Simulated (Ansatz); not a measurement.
Input

```
crystal:
  lattice:
    - [5.0405978582, 0.0, 0.0]
    - [0.0, 5.6081683693, 0.0]
    - [0.0, 0.0, 6.923625714]
  atoms:
    - { symbol: B, position: [0.6528536502, 0.9073764407, 0.2909945179] }
    - { symbol: B, position: [0.3471463498, 0.0926235593, 0.2909945179] }
    - { symbol: B, position: [0.1528536502, 0.5926235593, 0.2090054821] }
    - { symbol: B, position: [0.8471463498, 0.4073764407, 0.2090054821] }
    - { symbol: B, position: [0.3471463498, 0.0926235593, 0.7090054821] }
    - { symbol: B, position: [0.6528536502, 0.9073764407, 0.7090054821] }
    - { symbol: B, position: [0.8471463498, 0.4073764407, 0.7909945179] }
    - { symbol: B, position: [0.1528536502, 0.5926235593, 0.7909945179] }
    - { symbol: B, position: [0.1479223526, 0.7712170183, 0.0] }
    - { symbol: B, position: [0.8520776474, 0.2287829817, 0.0] }
    - { symbol: B, position: [0.6479223526, 0.7287829817, 0.5] }
    - { symbol: B, position: [0.3520776474, 0.2712170183, 0.5] }
    - { symbol: B, position: [0.835637235, 0.9919419226, 0.5] }
    - { symbol: B, position: [0.164362765, 0.0080580774, 0.5] }
    - { symbol: B, position: [0.335637235, 0.5080580774, 0.0] }
    - { symbol: B, position: [0.664362765, 0.4919419226, 0.0] }
    - { symbol: B, position: [0.3393965561, 0.7810920048, 0.3743360464] }
    - { symbol: B, position: [0.6606034439, 0.2189079952, 0.3743360464] }
    - { symbol: B, position: [0.8393965561, 0.7189079952, 0.1256639536] }
    - { symbol: B, position: [0.1606034439, 0.2810920048, 0.1256639536] }
    - { symbol: B, position: [0.6606034439, 0.2189079952, 0.6256639536] }
    - { symbol: B, position: [0.3393965561, 0.7810920048, 0.6256639536] }
    - { symbol: B, position: [0.1606034439, 0.2810920048, 0.8743360464] }
    - { symbol: B, position: [0.8393965561, 0.7189079952, 0.8743360464] }
    - { symbol: B, position: [0.1701487794, 0.520650484, 0.5] }
    - { symbol: B, position: [0.8298512206, 0.479349516, 0.5] }
    - { symbol: B, position: [0.6701487794, 0.979349516, 0.0] }
    - { symbol: B, position: [0.3298512206, 0.020650484, 0.0] }
basis:
  ecutwfc: 500
kpoints:
  mp_grid: { grid: [6, 6, 4] }
hamiltonian:
  xc: r2scan
scf:
  occupations: { method: gaussian, width: 0.02 }
output:
  forces: true
  stress: true
  eigenvalues: true
  write_density: true
  write_potential: true
  elf: true
  volumetric_format: npy
relax:
  adjacent_minimum: "off"
  f_tol: 0.005
  max_steps: 50
  cell: { stress_tol: 0.05 }
```

Launched as:

```sh
ansatz run input.yaml --threads 8 --pin off --max-ram 22528MiB --backend cpu --events-out ev --progress --plain --runs-dir out
```

Below, planes, directions and counts refer to the conventional cell (a = 5.03 Å, b = 5.60 Å, c = 6.94 Å, α = 90.00°, β = 90.00°, γ = 90.00°).

The fields are those of the relaxed geometry.

Space group Pnnm; a structure from a database of computed crystals, not necessarily the ambient phase.

All numbers below come from Ansatz 0.2.0, DFT r2SCAN, scalar-relativistic, plane waves, PAW.

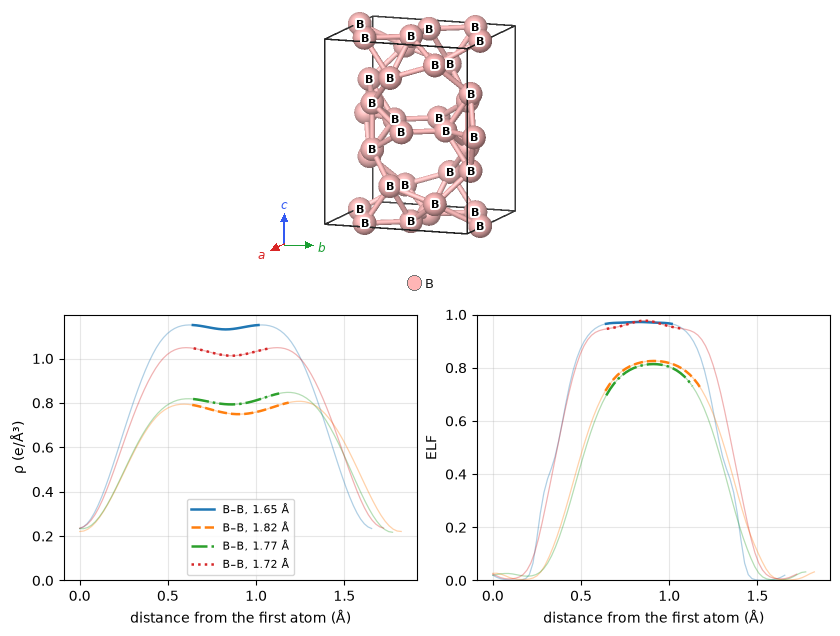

B. Valence charge density (pseudo) and electron localisation function along straight lines between neighbouring atoms. Thin, pale parts lie inside the atomic spheres. The structure is drawn too.

The density is the valence pseudo-density of a PAW calculation; it isn't the true density close to the nuclei.

> Compare the contacts.

B–B (1.65 Å): ρ is about 1.1 e/Å³ halfway; the ELF peaks at about 1 between the atoms.
B–B (1.82 Å): the density is about 0.75 e/Å³ at the midpoint; the ELF peaks at about 0.85 between the atoms.
B–B (1.77 Å): the density is about 0.79 e/Å³ at the midpoint; the ELF peaks at about 0.80 between the atoms.
B–B (1.72 Å): the density is about 1 e/Å³ at the midpoint; the ELF peaks at about 1 between the atoms, as expected for a covalent bond.
